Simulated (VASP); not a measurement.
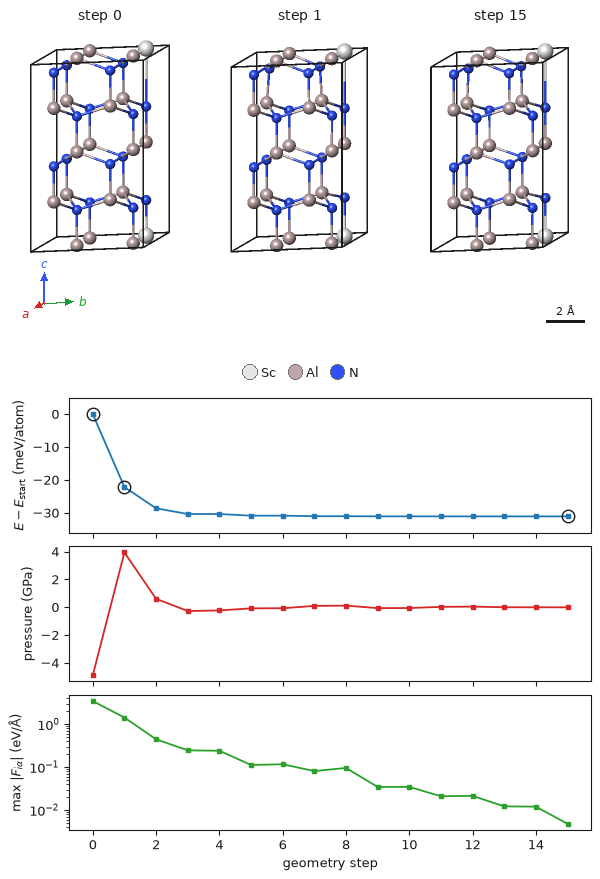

Frames of a relaxation of a crystal of ScAl15N16 (a generated structure, set up in P3m1), marked on the history of the run. A ball-and-stick model of the cell of the calculation, seen slightly off an axis.

The run lets cell and atoms move.

Computed with Kohn-Sham DFT of a periodic cell, LDA, VASP PAW LDA potentials, recommended (VASP).

Input
```
SYSTEM = ScAl15N16
ALGO     = Normal         ! electronic algorithm
EDIFF    = 1E-6           ! SCF threshold, eV
EDIFFG   = -0.01          ! ionic threshold
ENCUT    = 600            ! plane-wave cutoff, eV
GGA      = CA             ! functional
IBRION   = 2              ! ionic algorithm
ISIF     = 3              ! what is computed and relaxed
ISMEAR   = 0              ! smearing method
KPAR     = 8            
LASPH    = .TRUE.         ! aspherical terms in the spheres
LCHARG   = .FALSE.        ! write CHGCAR
LREAL    = Auto         
LWAVE    = .FALSE.        ! write WAVECAR
NELM     = 80             ! most SCF steps
NSW      = 90             ! ionic steps
PREC     = Accurate       ! precision mode
SIGMA    = 0.03           ! smearing width, eV
```

Run as
```bash
cat potpaw_LDA.64/Sc_sv/POTCAR potpaw_LDA.64/Al/POTCAR potpaw_LDA.64/N/POTCAR > POTCAR
mpirun -np 8 vasp_std > vasp.out
```

Describe the path.

The atom that moves furthest relative to the cell is an N atom (0.14 Å along +c). By element the largest moves are N 0.14 Å, Al 0.04 Å, Sc 0.03 Å. The drawn cell changes as follows: a = b 6.288 → 6.233 Å (−0.9 %), c 10.061 → 9.936 Å (−1.2 %); the volume changes by −3.0 %. Near-neighbour distances that change, for instance: N–Sc 1.912 → 2.059 Å, N–Sc 3.119 → 3.022 Å, N–Sc 1.913 → 2.003 Å, Al–N 1.913 → 1.854 Å. Bond angles that change, for instance: N–Al–N 110.5° → 104.5°, N–Al–N 108.4° → 105.0°, Sc–N–Al 108.4° → 105.0°. The space group stays P3m1 (No. 156). Over 15 geometry steps the energy falls by 31.1 meV per atom. The largest force component goes from 3.5 to 0.0048 eV/Å. The pressure goes from −4.89 to 0.00 GPa. From step 0 to 1: an N atom moves most (0.17 Å), volume −4.7 %, energy −22.2 meV per atom. From step 1 to 15: N atoms move most (0.05 Å), volume +1.8 %, energy −8.9 meV per atom.
